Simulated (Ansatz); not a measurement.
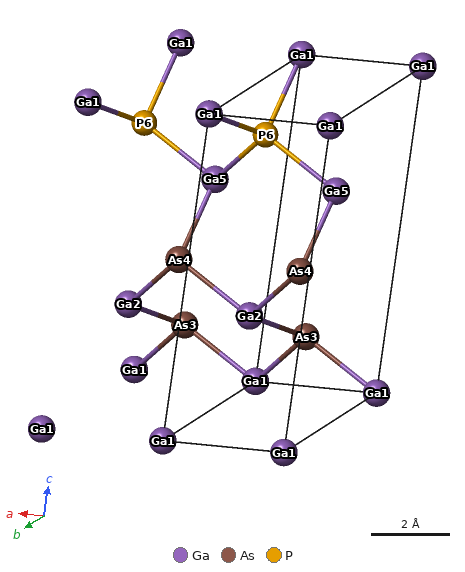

This is the input geometry for a relaxation of crystalline Ga$_{3}$As$_{2}$P (set up in I-4m2). A ball-and-stick model of the cell of the calculation, repeated 2 × 1 × 1 with one cell outlined, seen from a free direction.

Case: superlattice of 2 and 1 planes along [0 0 1].

Computed with DFT PBE, scalar-relativistic, plane waves, PAW in Ansatz 0.2.0.

Input file:
```yaml
crystal:
  lattice:
    - [0.0, -4.0061314466, 0.0]
    - [4.0061314466, 0.0, 0.0]
    - [-2.0030657233, 2.0030657233, 8.4982881366]
  atoms:
    - { symbol: Ga, position: [0.0, 0.0, 0.0] }
    - { symbol: Ga, position: [0.6666666667, 0.6666666667, 0.3333333333] }
    - { symbol: As, position: [0.5833333333, 0.0833333333, 0.1666666667] }
    - { symbol: As, position: [0.25, 0.75, 0.5] }
    - { symbol: Ga, position: [0.3333333333, 0.3333333333, 0.6666666667] }
    - { symbol: P, position: [0.9166666667, 0.4166666667, 0.8333333333] }
basis:
  ecutwfc: 420
kpoints:
  mp_grid: { grid: [8, 8, 8] }
hamiltonian:
  xc: pbe
scf:
  occupations: { method: gaussian, width: 0.1 }
output:
  forces: true
  stress: true
  eigenvalues: true
  populations: true
relax:
  adjacent_minimum: "off"
  f_tol: 0.01
  max_steps: 45
  cell: { stress_tol: 0.05 }
```

Launched with:
```bash
ansatz run input.yaml --threads 2 --pin off --max-ram 5120MiB --backend cpu --events-out ev --progress --plain --runs-dir out
```

Question: Predict the outcome.

Answer: The energy falls by 8.2 meV per atom in 2 accepted moves (3 points after the start). Largest force component: 0.68 eV/Å at the start, 0.0067 eV/Å at the end. Pressure: 0.07 GPa at the start and −0.04 GPa at the end. The SCF was repeated once at an unchanged geometry on a basis and grid sized afresh for the cell, which shifted the energy by less than 0.05 meV per atom at most. The largest moves relative to the cell, 0.069 Å, are those of Ga1 and Ga5. Ga1 goes along [−1 −1 −2]. By element the largest moves are Ga 0.069 Å, As 0.034 Å. P stays in place. The drawn cell changes at constant volume: a = b unchanged at 4.006 Å, c 8.958 → 8.956 Å (0.0 %). Some distances before and after: Ga1–P6 2.453 → 2.414 Å, As4–Ga5 2.453 → 2.473 Å. Among the angles between lasting bonds that change: P6–Ga1–P6 109.5° → 112.2°, Ga1–P6–Ga1 109.5° → 112.2°. The space group stays I-4m2 (No. 119). Cost: 95 s on 2 threads of Arm Neoverse V1, with other jobs on the host, peak memory 0.57 GiB.

The end point in the same view:

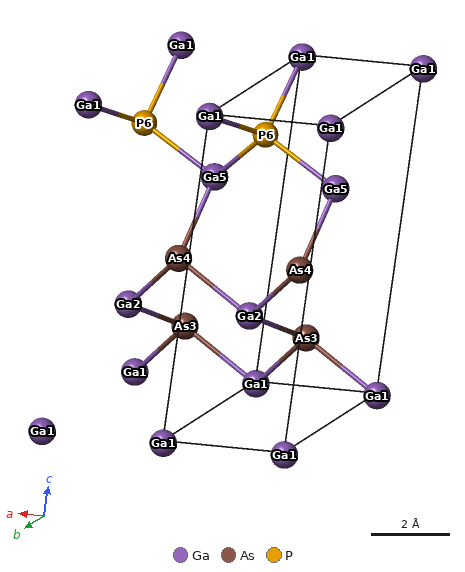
